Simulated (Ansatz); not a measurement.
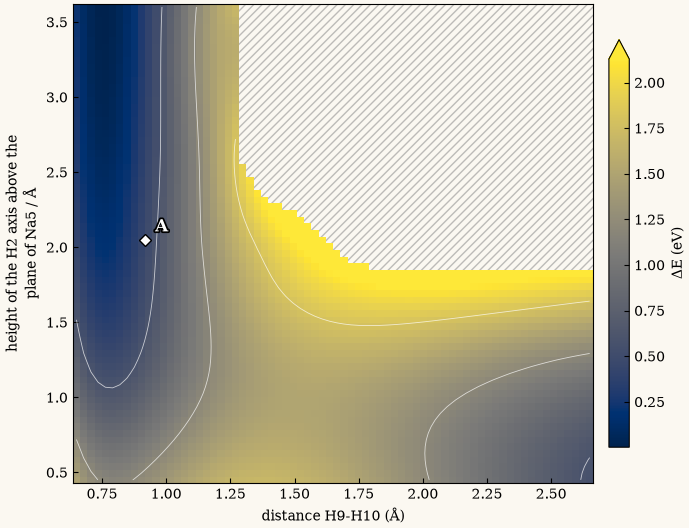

H₂ on a Na(110) slab cut from the Im-3m phase, its upper half relaxed before the scan (8 atoms of substrate and one adsorbate in a 2 × 2 cell). 
- H2 lies flat over one site of a rigid substrate while its bond length and height are varied; it sits over a bridge site, heights counted from the top plane, its axis along the first surface vector.
- The first coordinate is: distance H9-H10; the second: height of the H2 axis above the plane of Na5.
- The scan uses an 8 × 9 grid. At 15 points there is no value (left out: too close to the surface, or the stretched molecule far from it).
- Points are written as (first, second).
- All energies are given in eV relative to the lowest grid point.
- These are results of DFT PBE, scalar-relativistic, plane waves, PAW (Ansatz 0.2.0), not measurements. Settings: cutoff 420 eV, k-mesh 4×4×1, gaussian smearing 0.1 eV, no spin polarisation.

Drawn: a smooth colour map with a few white contour lines, one colour for all values above the top of the scale, hatched blanks where no value was computed, the point A. Between grid points the surface is interpolated.

Is A at rest? If not, where is it pushed?

Answer. A, at (0.919 Å, 2.05 Å), is not a stationary point. The computed force is 3 eV for each Å towards smaller values of distance H9-H10 and 0.13 eV for each Å towards larger values of the second coordinate.
